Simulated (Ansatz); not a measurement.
# Dielectric response of ZnO (10-10) films, part 3 of 7

How well do thin wurtzite ZnO (10-10) films screen a perpendicular field?

Ansatz 0.2.0; plane-wave DFT, PBE, Ansatz PAW (the session's first sound run).

So far. Step 8 (Field on, atoms free, 12 atoms, field -0.05 V/Å): The dipole is -0.0383 e·Å, and the gap on the mesh 1.011 eV.

**9. Response with the atoms relaxed, 12 atoms, units 3**

This step: plane-wave DFT, PBE, Ansatz PAW; response to a field along the normal, atoms relaxed (Ansatz 0.2.0).

The two relaxed runs give the static response.

Numbers from this step:

* equivalent conductor thickness p/(ε₀AE): 8.176 Å

Local field over the applied field, running mean. From the potentials at -0.05 and 0.05 V/Å; running mean over 2.815 Å, taken twice. Table of local field over applied field by z:

| z (Å) | local field over applied field |
| --- | --- |
| 4 | 0.999 |
| 5 | 0.992 |
| 6 | 0.944 |
| 7 | 0.796 |
| 8 | 0.499 |
| 9 | 0.222 |
| 10 | 0.0831 |
| 11 | 0.0782 |
| 12 | 0.110 |
| 13 | 0.0863 |
| 14 | 0.0821 |
| 15 | 0.100 |
| 16 | 0.346 |
| 17 | 0.628 |
| 18 | 0.890 |
| 19 | 0.971 |
| 20 | 0.997 |

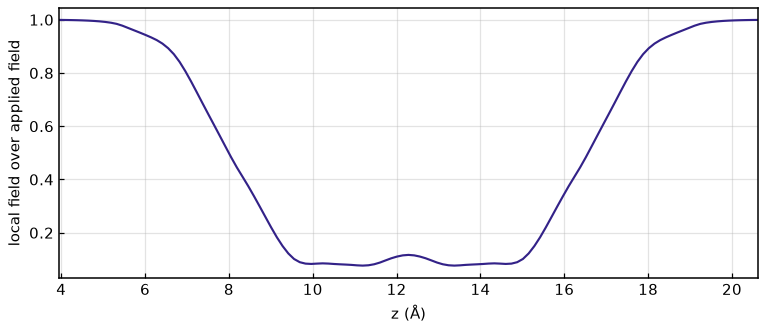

Local field over applied field against z.

The induced dipole is that of a conductor 8.18 Å thick.

**10. Relaxation, 16 atoms, units 4**

This step: plane-wave DFT, PBE, Ansatz PAW (Ansatz 0.2.0).

System of this step: ZnO (10-10), 4 units. The cell holds 16 atoms: 8 Zn and 8 O. Its edges and angles: a = 3.250 Å, b = 5.210 Å, c = 27.382 Å, α = 90.0°, β = 90.0°, γ = 90.0°. It derives from ZnO (wurtzite ZnO). Vacuum lies along c.

The next thickness, treated alike, so that differences show the interior and the faces cancel.

input.yaml

```yaml
crystal:
  lattice:
    - [3.25, 0.0, 0.0]
    - [0.0, 5.21, 0.0]
    - [0.0, 0.0, 27.3819418743]
  atoms:
    - { symbol: Zn, position: [0.0, 0.0, 0.3286837742] }
    - { symbol: O, position: [0.0, 0.382, 0.3286837742] }
    - { symbol: Zn, position: [0.5, 0.5, 0.3629470194] }
    - { symbol: O, position: [0.5, 0.882, 0.3629470194] }
    - { symbol: Zn, position: [0.5, 0.0, 0.4314735097] }
    - { symbol: O, position: [0.5, 0.382, 0.4314735097] }
    - { symbol: Zn, position: [0.0, 0.5, 0.4657367548] }
    - { symbol: O, position: [0.0, 0.882, 0.4657367548] }
    - { symbol: Zn, position: [0.0, 0.0, 0.5342632452] }
    - { symbol: O, position: [0.0, 0.382, 0.5342632452] }
    - { symbol: Zn, position: [0.5, 0.5, 0.5685264903] }
    - { symbol: O, position: [0.5, 0.882, 0.5685264903] }
    - { symbol: Zn, position: [0.5, 0.0, 0.6370529806] }
    - { symbol: O, position: [0.5, 0.382, 0.6370529806] }
    - { symbol: Zn, position: [0.0, 0.5, 0.6713162258] }
    - { symbol: O, position: [0.0, 0.882, 0.6713162258] }
kpoints:
  mp_grid: { grid: [8, 6, 1] }
hamiltonian:
  xc: pbe
scf:
  occupations: { method: fixed }
  convergence: { dr2_threshold: 1.0e-09 }
efield:
  axis: 3
  dipole_correction: true
  ramp_position: 0.97
  ramp_width: 0.06
relax:
  f_tol: 0.003
  max_steps: 100
output:
  write_potential: true
  write_density: true
  volumetric_format: npy
```

The run is started by

```bash
$ ansatz run input.yaml --threads 16 --pin off --max-ram 32768MiB --backend cpu --events-out ev --progress --plain --runs-dir out
```

Numbers of over 12 decimals in the logs are rounded to 6 here.

What it wrote:

```text
[...]
Crystal: 16 atoms, lattice volume = 463.645 Å³
Basis set: ecut = 420 eV, 9109 PW (Γ), exchange–correlation on 48×72×384 points (8 copies of the dense FFT grid, shifted against one another)
Bands: 88, of which v1, the nominal top of the filled ones, is band 72 counted from 1 (71 counted from 0)
Symmetry: 2 space group operations
[...]
- { symbol: Zn, position: [0.0, -0.00869697, 0.536654] }
    - { symbol: O, position: [0.0, 0.375199, 0.533477] }
    - { symbol: Zn, position: [0.5, 0.496760, 0.567338] }
    - { symbol: O, position: [0.5, 0.877099, 0.571693] }
    - { symbol: Zn, position: [0.5, -0.00455339, 0.644522] }
    - { symbol: O, position: [0.5, 0.376167, 0.638611] }
    - { symbol: Zn, position: [0.0, 0.533007, 0.662647] }
    - { symbol: O, position: [0.0, 0.883018, 0.676011] }
[key lines of the parts left out:]
SCF converged after 7 iterations
Free energy (F): -31092.845091 eV
Fermi energy:    -0.367009 eV
Dipole field:    D = -0.000000 V/Å  (p = -0.000000 e·Å, saw-weighted, corrected)
Work function:   Φ+ = 5.7873 eV   Φ− = 5.7873 eV
```

Elapsed: 52 s, on 16 threads of Arm Neoverse V1, shared host; peak memory 3.3 GiB; 13 min of CPU time.

Step by step:

| step | energy less that of the first step (eV) | largest force component (eV/Å) |
| --- | --- | --- |
| 1 | 0.0000 | 1.3637 |
| 2 | -0.3848 | 0.8731 |
| 3 | -0.6004 | 0.4604 |
| 4 | -0.5890 | 0.4184 |
| 5 | -0.6347 | 0.0658 |
| 6 | -0.6361 | 0.0184 |
| 7 | -0.6361 | 0.0029 |

Relaxation step 4 was tried and not accepted.

The run keeps the 2 symmetry operations that it works with, so distortions that break them were not tested.

The atoms that moved most (Å):

| atom | dx | dy | dz | length |
| --- | --- | --- | --- | --- |
| Zn15 | 0.000 | 0.172 | -0.237 | 0.293 |
| Zn1 | 0.000 | 0.172 | 0.237 | 0.293 |
| Zn3 | 0.000 | -0.024 | -0.205 | 0.206 |
| Zn13 | 0.000 | -0.024 | 0.205 | 0.206 |
| O2 | 0.000 | 0.005 | -0.129 | 0.129 |
| O16 | 0.000 | 0.005 | 0.129 | 0.129 |
| O12 | 0.000 | -0.026 | 0.087 | 0.090 |
| O6 | 0.000 | -0.026 | -0.087 | 0.090 |

The relaxed structure:

```cif
data_structure
_symmetry_space_group_name_H-M 'P 1'
_symmetry_Int_Tables_number 1
_cell_length_a 3.2500
_cell_length_b 5.2100
_cell_length_c 27.3819
_cell_angle_alpha 90.000
_cell_angle_beta 90.000
_cell_angle_gamma 90.000
_cell_volume 463.64
loop_
_atom_site_label
_atom_site_type_symbol
_atom_site_fract_x
_atom_site_fract_y
_atom_site_fract_z
_atom_site_occupancy
Zn1 Zn 0.00000 0.03301 0.33735 1
O2 O 0.00000 0.38302 0.32399 1
Zn3 Zn 0.50000 0.49545 0.35548 1
O4 O 0.50000 0.87617 0.36139 1
Zn5 Zn 0.50000 0.99676 0.43266 1
O6 O 0.50000 0.37710 0.42831 1
Zn7 Zn 0.00000 0.49130 0.46335 1
O8 O 0.00000 0.87520 0.46652 1
Zn9 Zn 0.00000 0.99130 0.53665 1
O10 O 0.00000 0.37520 0.53348 1
Zn11 Zn 0.50000 0.49676 0.56734 1
O12 O 0.50000 0.87710 0.57169 1
Zn13 Zn 0.50000 0.99545 0.64452 1
O14 O 0.50000 0.37617 0.63861 1
Zn15 Zn 0.00000 0.53301 0.66265 1
O16 O 0.00000 0.88302 0.67601 1
```

The relaxation took 7 steps and lowered the energy by 0.64 eV; the largest force on the free atoms ends at 0.0029 eV/Å.

The gap is 0.90 eV, with the valence edge 5.79 eV and the conduction edge 4.89 eV under the upper vacuum level.

**11. The relaxed film, single point, 16 atoms, units 4**

The next thickness, treated alike, so that differences show the interior and the faces cancel.

input.yaml

```yaml
crystal:
  lattice:
    - [3.25, 0.0, 0.0]
    - [0.0, 5.21, 0.0]
    - [0.0, 0.0, 27.3819418743]
  atoms:
    - { symbol: Zn, position: [0.0, 0.0330071328, 0.3373531898] }
    - { symbol: O, position: [0.0, 0.3830177884, 0.3239891824] }
    - { symbol: Zn, position: [0.5, 0.495446614, 0.3554784299] }
    - { symbol: O, position: [0.5, 0.8761671659, 0.3613888614] }
    - { symbol: Zn, position: [0.5, -0.0032398683, 0.43266169] }
    - { symbol: O, position: [0.5, 0.3770990098, 0.4283073501] }
    - { symbol: Zn, position: [0.0, 0.4913030291, 0.4633456734] }
    - { symbol: O, position: [0.0, 0.8751991285, 0.4665233772] }
    - { symbol: Zn, position: [0.0, -0.0086969712, 0.536654327] }
    - { symbol: O, position: [0.0, 0.3751991283, 0.5334766233] }
    - { symbol: Zn, position: [0.5, 0.4967601321, 0.5673383103] }
    - { symbol: O, position: [0.5, 0.8770990103, 0.5716926504] }
    - { symbol: Zn, position: [0.5, -0.0045533859, 0.6445215698] }
    - { symbol: O, position: [0.5, 0.3761671657, 0.6386111387] }
    - { symbol: Zn, position: [0.0, 0.5330071332, 0.6626468097] }
    - { symbol: O, position: [0.0, 0.8830177872, 0.6760108167] }
kpoints:
  mp_grid: { grid: [8, 6, 1] }
hamiltonian:
  xc: pbe
scf:
  occupations: { method: fixed }
  convergence: { dr2_threshold: 1.0e-09 }
efield:
  axis: 3
  dipole_correction: true
  ramp_position: 0.97
  ramp_width: 0.06
output:
  eigenvalues: true
  write_potential: true
  write_density: true
  volumetric_format: npy
  elf: true
```

What it wrote:

```text
[...]
Crystal: 16 atoms, lattice volume = 463.645 Å³
Basis set: ecut = 420 eV, 9109 PW (Γ)
Bands: 88, of which v1, the nominal top of the filled ones, is band 72 counted from 1 (71 counted from 0)
Symmetry: 2 space group operations
k-points: 20 of 48 (time reversal used)
[...]
k-point 1: bands = [... 68 lower, -0.8019, -0.7644, -0.4812, -0.4315, 1.0192, 1.6856, 2.6793, 3.7239, ... 12 higher]
  k-point 2: bands = [... 68 lower, -0.7997, -0.7683, -0.6415, -0.5907, 1.9266, 2.3909, 3.1325, 3.8138, ... 12 higher]
  k-point 19: bands = [... 68 lower, -1.8329, -1.8329, -1.3984, -1.3984, 4.7058, 4.7058, 5.2817, 5.2817, ... 12 higher]
[key lines of the parts left out:]
SCF converged after 11 iterations
Free energy (F): -31092.845610 eV
Fermi energy:    -0.366894 eV
Dipole field:    D = 0.000000 V/Å  (p = 0.000000 e·Å, saw-weighted, corrected)
Work function:   Φ+ = 5.7871 eV   Φ− = 5.7871 eV
```

Elapsed: 12 s, on 16 threads; peak memory 3.3 GiB.

The gap is 0.90 eV, with the valence edge 5.79 eV and the conduction edge 4.89 eV under the upper vacuum level.

**12. Single point, 16 atoms, units 4, field 0.05 V/Å**

Changes to input.yaml since step 11:

```diff
@@ -28,3 +28,3 @@
   occupations: { method: fixed }
-  convergence: { dr2_threshold: 1.0e-09 }
+  convergence: { dr2_threshold: 1.0e-10 }
 efield:
@@ -34,4 +34,4 @@
   ramp_width: 0.06
+  amplitude: 0.05
 output:
-  eigenvalues: true
   write_potential: true
@@ -39,2 +39 @@
   volumetric_format: npy
-  elf: true
```

What it wrote:

```text
[...]
Crystal: 16 atoms, lattice volume = 463.645 Å³
Basis set: ecut = 420 eV, 9109 PW (Γ)
Bands: 88, of which v1, the nominal top of the filled ones, is band 72 counted from 1 (71 counted from 0)
Symmetry: 2 space group operations
k-points: 20 of 48 (time reversal used)
[...]
k-point 0: bands = [... 68 lower, -0.7706, -0.6863, -0.4345, -0.3445, 0.5289, 1.3847, 2.5192, 3.6801, ... 12 higher]
  k-point 1: bands = [... 68 lower, -0.8065, -0.7513, -0.5020, -0.4102, 1.0176, 1.6860, 2.6790, 3.7233, ... 12 higher]
  k-point 2: bands = [... 68 lower, -0.8213, -0.7458, -0.6621, -0.5698, 1.9241, 2.3916, 3.1323, 3.8133, ... 12 higher]
  k-point 19: bands = [... 68 lower, -1.8521, -1.8106, -1.4443, -1.3527, 4.6658, 4.7442, 5.2680, 5.2930, ... 12 higher]
[key lines of the parts left out:]
SCF converged after 16 iterations
Free energy (F): -31092.846697 eV
Fermi energy:    -0.344490 eV
Dipole field:    D = 0.016969 V/Å  (p = 0.043479 e·Å, saw-weighted, corrected)
```

Elapsed: 14 s, on 16 threads; peak memory 3.3 GiB.

The dipole is 0.0435 e·Å, and the gap on the mesh 0.873 eV.

**13. Single point, 16 atoms, units 4, field -0.05 V/Å**

Changes to input.yaml since step 12:

```diff
@@ -34,3 +34,3 @@
   ramp_width: 0.06
-  amplitude: 0.05
+  amplitude: -0.05
 output:
```

What it wrote:

```text
[...]
Crystal: 16 atoms, lattice volume = 463.645 Å³
Basis set: ecut = 420 eV, 9109 PW (Γ)
Bands: 88, of which v1, the nominal top of the filled ones, is band 72 counted from 1 (71 counted from 0)
Symmetry: 2 space group operations
k-points: 20 of 48 (time reversal used)
[...]
k-point 0: bands = [... 68 lower, -0.7706, -0.6863, -0.4345, -0.3445, 0.5289, 1.3847, 2.5192, 3.6801, ... 12 higher]
  k-point 1: bands = [... 68 lower, -0.8065, -0.7513, -0.5020, -0.4102, 1.0176, 1.6860, 2.6790, 3.7233, ... 12 higher]
  k-point 2: bands = [... 68 lower, -0.8213, -0.7458, -0.6621, -0.5698, 1.9241, 2.3916, 3.1323, 3.8133, ... 12 higher]
  k-point 19: bands = [... 68 lower, -1.8521, -1.8106, -1.4443, -1.3527, 4.6658, 4.7442, 5.2680, 5.2930, ... 12 higher]
[key lines of the parts left out:]
SCF converged after 16 iterations
Free energy (F): -31092.846697 eV
Fermi energy:    -0.344490 eV
Dipole field:    D = -0.016969 V/Å  (p = -0.043479 e·Å, saw-weighted, corrected)
```

Run time: 14 s. Hardware: 16 threads; peak memory 3.3 GiB.

The dipole is -0.0435 e·Å, and the gap on the mesh 0.873 eV.

**14. Response with the atoms held, 16 atoms, units 4**

This step: plane-wave DFT, PBE, Ansatz PAW; response to a field along the normal, atoms held (Ansatz 0.2.0).

Local field over the applied field, running mean. From the potentials at -0.05 and 0.05 V/Å; running mean over 2.815 Å, taken twice. Local field over applied field against z:

| z (Å) | local field over applied field |
| --- | --- |
| 4 | 0.999 |
| 6 | 0.946 |
| 8 | 0.582 |
| 10 | 0.232 |
| 12 | 0.196 |
| 14 | 0.196 |
| 16 | 0.195 |
| 18 | 0.297 |
| 20 | 0.729 |
| 22 | 0.982 |

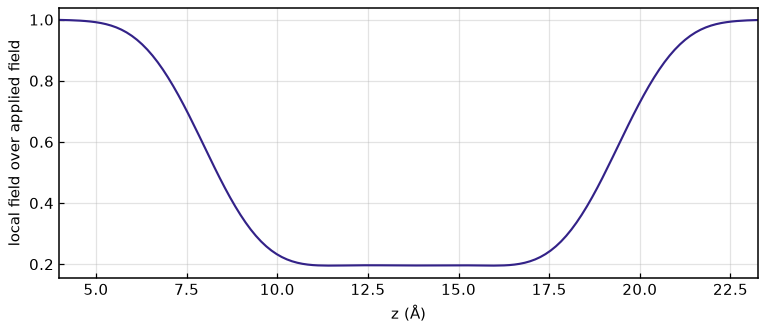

Local field over applied field, plotted against z.

The induced dipole is that of a conductor 9.29 Å thick.

**15. Relaxing the film, 20 atoms, units 5**

This step: plane-wave DFT, PBE, Ansatz PAW (Ansatz 0.2.0).

System of this step: ZnO (10-10), 5 units. The cell holds 20 atoms: 10 Zn and 10 O. Its edges and angles: a = 3.250 Å, b = 5.210 Å, c = 30.197 Å, α = 90.0°, β = 90.0°, γ = 90.0°. It derives from ZnO (wurtzite ZnO). Vacuum lies along c.

The next thickness, treated alike, so that differences show the interior and the faces cancel.

input.yaml

```yaml
crystal:
  lattice:
    - [3.25, 0.0, 0.0]
    - [0.0, 5.21, 0.0]
    - [0.0, 0.0, 30.1965244366]
  atoms:
    - { symbol: Zn, position: [0.0, 0.0, 0.2980475458] }
    - { symbol: O, position: [0.0, 0.382, 0.2980475458] }
    - { symbol: Zn, position: [0.5, 0.5, 0.3291171541] }
    - { symbol: O, position: [0.5, 0.882, 0.3291171541] }
    - { symbol: Zn, position: [0.5, 0.0, 0.3912563708] }
    - { symbol: O, position: [0.5, 0.382, 0.3912563708] }
    - { symbol: Zn, position: [0.0, 0.5, 0.4223259792] }
    - { symbol: O, position: [0.0, 0.882, 0.4223259792] }
    - { symbol: Zn, position: [0.0, 0.0, 0.4844651958] }
    - { symbol: O, position: [0.0, 0.382, 0.4844651958] }
    - { symbol: Zn, position: [0.5, 0.5, 0.5155348042] }
    - { symbol: O, position: [0.5, 0.882, 0.5155348042] }
    - { symbol: Zn, position: [0.5, 0.0, 0.5776740208] }
    - { symbol: O, position: [0.5, 0.382, 0.5776740208] }
    - { symbol: Zn, position: [0.0, 0.5, 0.6087436292] }
    - { symbol: O, position: [0.0, 0.882, 0.6087436292] }
    - { symbol: Zn, position: [0.0, 0.0, 0.6708828459] }
    - { symbol: O, position: [0.0, 0.382, 0.6708828459] }
    - { symbol: Zn, position: [0.5, 0.5, 0.7019524542] }
    - { symbol: O, position: [0.5, 0.882, 0.7019524542] }
kpoints:
  mp_grid: { grid: [8, 6, 1] }
hamiltonian:
  xc: pbe
scf:
  occupations: { method: fixed }
  convergence: { dr2_threshold: 1.0e-09 }
efield:
  axis: 3
  dipole_correction: true
  ramp_position: 0.97
  ramp_width: 0.06
relax:
  f_tol: 0.003
  max_steps: 100
output:
  write_potential: true
  write_density: true
  volumetric_format: npy
```

What it wrote:

```text
[...]
Crystal: 20 atoms, lattice volume = 511.303 Å³
Basis set: ecut = 420 eV, 10067 PW (Γ), exchange–correlation on 48×72×432 points (8 copies of the dense FFT grid, shifted against one another)
Bands: 110, of which v1, the nominal top of the filled ones, is band 90 counted from 1 (89 counted from 0)
Symmetry: 2 space group operations
[...]
- { symbol: Zn, position: [2.6707739157162427e-19, 0.498448, 0.609003] }
    - { symbol: O, position: [3.852375816762805e-18, 0.878771, 0.612478] }
    - { symbol: Zn, position: [7.824606421969344e-18, -0.00350575, 0.678468] }
    - { symbol: O, position: [2.70132567464691e-18, 0.377520, 0.673502] }
    - { symbol: Zn, position: [0.500000, 0.534245, 0.695332] }
    - { symbol: O, position: [0.500000, 0.884582, 0.707146] }
[key lines of the parts left out:]
SCF converged after 7 iterations
Free energy (F): -38866.524364 eV
Fermi energy:    0.354302 eV
Dipole field:    D = 0.000000 V/Å  (p = 0.000000 e·Å, saw-weighted, corrected)
Work function:   Φ+ = 5.7886 eV   Φ− = 5.7886 eV
```

Run time: 94 s. Hardware: 16 threads; peak memory 4.4 GiB.

The steps of the relaxation:

| step | energy less that of the first step (eV) | largest force component (eV/Å) |
| --- | --- | --- |
| 1 | 0.0000 | 1.3669 |
| 2 | -0.3960 | 0.8750 |
| 3 | -0.6144 | 0.4531 |
| 4 | -0.5972 | 0.4401 |
| 5 | -0.6465 | 0.0533 |
| 6 | -0.6475 | 0.0122 |
| 7 | -0.6475 | 0.0096 |
| 8 | -0.6475 | 0.0005 |

Relaxation step 4 was tried and not accepted.

The run keeps the 2 symmetry operations that it works with, so distortions that break them were not tested.

The atoms that moved most (Å):

| atom | dx | dy | dz | length |
| --- | --- | --- | --- | --- |
| Zn1 | 0.000 | 0.178 | 0.200 | 0.268 |
| Zn19 | 0.000 | 0.178 | -0.200 | 0.268 |
| Zn3 | 0.000 | -0.018 | -0.229 | 0.230 |
| Zn17 | 0.000 | -0.018 | 0.229 | 0.230 |
| O2 | 0.000 | 0.013 | -0.157 | 0.157 |
| O20 | 0.000 | 0.013 | 0.157 | 0.157 |
| O16 | 0.000 | -0.017 | 0.113 | 0.114 |
| O6 | 0.000 | -0.017 | -0.113 | 0.114 |

The relaxation took 8 steps and lowered the energy by 0.65 eV; the largest force on the free atoms ends at 5.4e-4 eV/Å.

The gap is 0.83 eV, with the valence edge 5.79 eV and the conduction edge 4.96 eV under the upper vacuum level.

**16. The relaxed film, single point, 20 atoms, units 5**

The next thickness, treated alike, so that differences show the interior and the faces cancel.

input.yaml

```yaml
crystal:
  lattice:
    - [3.25, 0.0, 0.0]
    - [0.0, 5.21, 0.0]
    - [0.0, 0.0, 30.1965244366]
  atoms:
    - { symbol: Zn, position: [0.0, 0.0342450076, 0.3046678851] }
    - { symbol: O, position: [0.0, 0.3845820193, 0.2928536287] }
    - { symbol: Zn, position: [0.5, 0.4964942536, 0.3215317503] }
    - { symbol: O, position: [0.5, 0.8775199474, 0.3264984096] }
    - { symbol: Zn, position: [0.5, -0.0015524759, 0.3909974583] }
    - { symbol: O, position: [0.5, 0.3787712484, 0.3875217646] }
    - { symbol: Zn, position: [0.0, 0.4918884969, 0.4196142652] }
    - { symbol: O, position: [0.0, 0.8765033611, 0.4217518487] }
    - { symbol: Zn, position: [0.0, -0.0058394714, 0.4848488267] }
    - { symbol: O, position: [0.0, 0.3773876257, 0.4830720957] }
    - { symbol: Zn, position: [0.5, 0.4941605288, 0.5151511739] }
    - { symbol: O, position: [0.5, 0.8773876255, 0.5169279048] }
    - { symbol: Zn, position: [0.5, -0.0081115044, 0.5803857353] }
    - { symbol: O, position: [0.5, 0.3765033595, 0.5782481514] }
    - { symbol: Zn, position: [0.0, 0.4984475222, 0.6090025419] }
    - { symbol: O, position: [0.0, 0.878771246, 0.6124782355] }
    - { symbol: Zn, position: [0.0, -0.0035057499, 0.6784682492] }
    - { symbol: O, position: [0.0, 0.3775199435, 0.6735015903] }
    - { symbol: Zn, position: [0.5, 0.5342450021, 0.695332115] }
    - { symbol: O, position: [0.5, 0.884582014, 0.7071463699] }
kpoints:
  mp_grid: { grid: [8, 6, 1] }
hamiltonian:
  xc: pbe
scf:
  occupations: { method: fixed }
  convergence: { dr2_threshold: 1.0e-09 }
efield:
  axis: 3
  dipole_correction: true
  ramp_position: 0.97
  ramp_width: 0.06
output:
  eigenvalues: true
  write_potential: true
  write_density: true
  volumetric_format: npy
```

What it wrote:

```text
[...]
Crystal: 20 atoms, lattice volume = 511.303 Å³
Basis set: ecut = 420 eV, 10067 PW (Γ)
Bands: 110, of which v1, the nominal top of the filled ones, is band 90 counted from 1 (89 counted from 0)
Symmetry: 2 space group operations
k-points: 20 of 48 (time reversal used)
[...]
k-point 1: bands = [... 86 lower, -0.0418, -0.0330, 0.2706, 0.2902, 1.6963, 2.2089, 2.9822, 3.8564, ... 16 higher]
  k-point 2: bands = [... 86 lower, -0.0419, -0.0367, 0.1124, 0.1352, 2.6233, 2.9777, 3.5520, 4.1907, ... 16 higher]
  k-point 19: bands = [... 86 lower, -1.0915, -1.0915, -0.6604, -0.6604, 5.4230, 5.4230, 5.9511, 5.9511, ... 16 higher]
[key lines of the parts left out:]
SCF converged after 11 iterations
Free energy (F): -38866.525095 eV
Fermi energy:    0.354399 eV
Dipole field:    D = -0.000000 V/Å  (p = -0.000000 e·Å, saw-weighted, corrected)
Work function:   Φ+ = 5.7884 eV   Φ− = 5.7884 eV
```

Run time: 19 s. Hardware: 16 threads; peak memory 4.3 GiB; 4.8 min of CPU time.

The gap is 0.83 eV, with the valence edge 5.79 eV and the conduction edge 4.96 eV under the upper vacuum level.

**17. Single point, 20 atoms, units 5, field 0.05 V/Å**

Changes to input.yaml since step 16:

```diff
@@ -32,3 +32,3 @@
   occupations: { method: fixed }
-  convergence: { dr2_threshold: 1.0e-09 }
+  convergence: { dr2_threshold: 1.0e-10 }
 efield:
@@ -38,4 +38,4 @@
   ramp_width: 0.06
+  amplitude: 0.05
 output:
-  eigenvalues: true
   write_potential: true
```

What it wrote:

```text
[...]
Crystal: 20 atoms, lattice volume = 511.303 Å³
Basis set: ecut = 420 eV, 10067 PW (Γ)
Bands: 110, of which v1, the nominal top of the filled ones, is band 90 counted from 1 (89 counted from 0)
Symmetry: 2 space group operations
k-points: 20 of 48 (time reversal used)
[...]
k-point 0: bands = [... 86 lower, -0.0077, 0.0622, 0.2932, 0.3991, 1.1793, 1.8651, 2.7688, 3.7450, ... 16 higher]
  k-point 1: bands = [... 86 lower, -0.0569, -0.0021, 0.2279, 0.3336, 1.6934, 2.2097, 2.9822, 3.8560, ... 16 higher]
  k-point 2: bands = [... 86 lower, -0.0850, 0.0080, 0.0714, 0.1769, 2.6188, 2.9793, 3.5522, 4.1904, ... 16 higher]
  k-point 19: bands = [... 86 lower, -1.0959, -1.0571, -0.7202, -0.6008, 5.3698, 5.4743, 5.9389, 5.9513, ... 16 higher]
[key lines of the parts left out:]
SCF converged after 16 iterations
Free energy (F): -38866.526454 eV
Fermi energy:    0.399146 eV
Dipole field:    D = 0.019235 V/Å  (p = 0.054350 e·Å, saw-weighted, corrected)
```

It took 22 s on 16 threads; peak memory 4.3 GiB; 5.8 min of CPU time.

The dipole is 0.0543 e·Å, and the gap on the mesh 0.780 eV.

[end of part 3 of 7]

[Logs are printed without paths, hosts, clocks, repeated set-up lines and the standing remarks that a program may print on its own settings, such as how far it seeks lower states.]

[Hosts, paths, dates, database ids (printed as entryN), source tags and the programs' standing remarks are cut or masked in the printed files.]

[Maps of the electrostatic potential energy from Ansatz leave out the sawtooth potential of an applied field or a dipole correction, so their vacuum need not be flat; planar profiles and work functions include it.]
